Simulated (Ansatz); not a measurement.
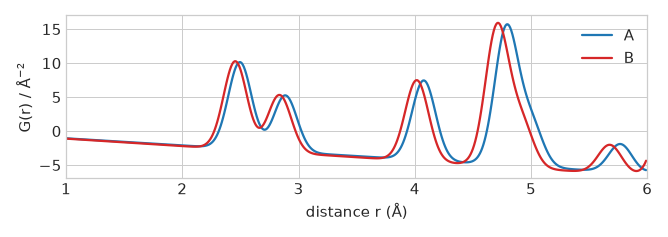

Computed X-ray G(r), with each pair weighted by the product of the atomic numbers (X-ray weights at Q = 0) and a uniform peak width σ = 0.10 Å. No termination ripples are included. Both curves are of Cu in space group Im-3m, for two cells of different size. A: the input geometry of an electronic-structure calculation (not necessarily at equilibrium); the starting structure was generated, so it need not be a known form of this composition; B: the input geometry of an electronic-structure calculation (not necessarily at equilibrium); the starting structure was generated, so it need not be a known form of this composition.

Which cell is the larger, and by how much?

Cell A is larger: the volume of B is 4.5 % below that of A (12.02 and 11.48 Å³ per atom), a mean linear change of -1.5 %. The shortest distance is 2.499 Å in A and 2.461 Å in B.

Give both cells.

Cell A: a = 2.886 Å, b = 2.886 Å, c = 2.886 Å, α = 90.00°, β = 90.00°, γ = 90.00°
Cell B: a = 2.842 Å, b = 2.842 Å, c = 2.842 Å, α = 90.00°, β = 90.00°, γ = 90.00°
